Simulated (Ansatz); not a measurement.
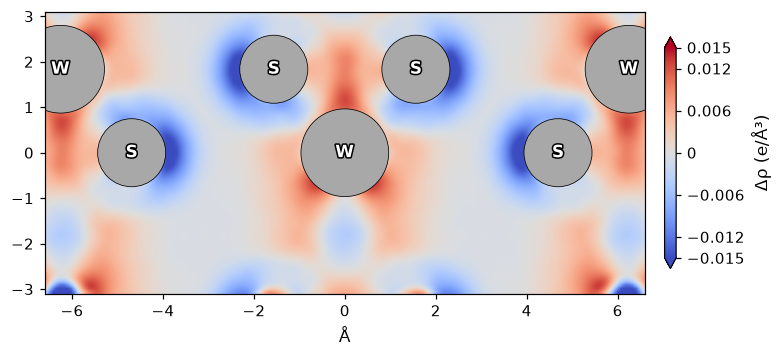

WS₂. Difference of the valence pseudo-densities of two functionals at the same geometry, on the (110) plane of the calculation cell: one of PBE and r2SCAN less the other.

Both computed with Ansatz (plane waves, PAW), on the same k-point mesh. Grey discs cover the atomic cores.

```
CELL_PARAMETERS angstrom
3.18000 0.00000 0.00000
-1.59000 2.75396 0.00000
0.00000 0.00000 12.50000
ATOMIC_POSITIONS crystal
W 0.33333 0.66667 0.25000
W 0.66667 0.33333 0.75000
S 0.33333 0.66667 0.62500
S 0.66667 0.33333 0.12500
S 0.33333 0.66667 0.87500
S 0.66667 0.33333 0.37500
```

**Which was subtracted from which, and what does the map show?**

It is PBE less r2SCAN. Against r2SCAN, PBE gives more density around W (+0.005 e/Å³ on average at 1.1 Å from the nucleus) and less density around S (−0.005 e/Å³ on average at 0.9 Å from the nucleus).
